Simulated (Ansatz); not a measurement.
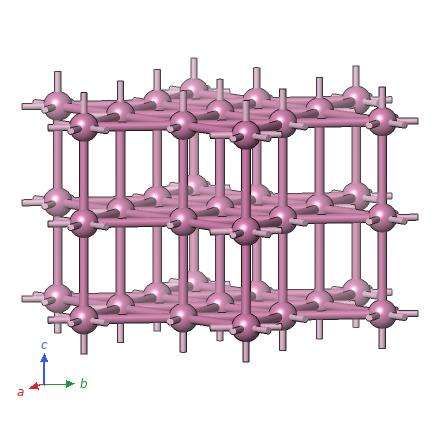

The picture shows a finite piece of the underlying net of a crystal structure, nodes on the atoms' positions. Nodes are coloured by topological kind. Short stubs are edges that leave the cut-out.

**Classify the net: periodicity, connectivity, name.**

A uninodal 8-connected, three-periodic net. It is the hex net, known from the primitive hexagonal lattice.

**Give point symbol and coordination sequence.**

3^6.4^18.5^3.6, sequence 8, 26, 56, 98, 152, 218.

Where the net comes from. The compound is Rh (space group P6/mmm, No. 191), taken as coordinates from a relaxation with DFT PBE, scalar-relativistic, plane waves, PAW (Ansatz 0.2.0); the starting structure was generated, so it need not be a known form of this composition. Bonds are taken as Rh–Rh below 3 Å. The graph is simplified in the usual way: terminal and isolated atoms are pruned, two-connected atoms become edges. Rh is an 8-connected node.
